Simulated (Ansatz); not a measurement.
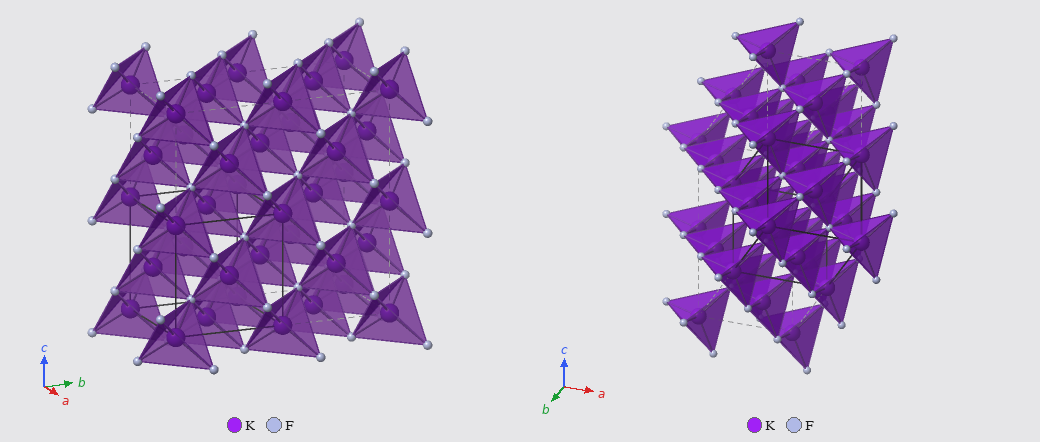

Polyhedra are drawn about K (bonds: F–K below 2.9 Å); other atoms are plain spheres. Two views of the same piece.

System KF (space group F-43m, No. 216); source of the atomic positions: the input geometry of an electronic-structure calculation (not necessarily at equilibrium); the starting structure was generated, so it need not be a known form of this composition.

**What figure surrounds each K atom, and what does it share with the other drawn polyhedra?**

K: KF4 tetrahedron, sharing corners with twelve neighbours.

**How do these polyhedra hang together as a whole?**

They form a three-dimensional framework of corner-sharing tetrahedra.
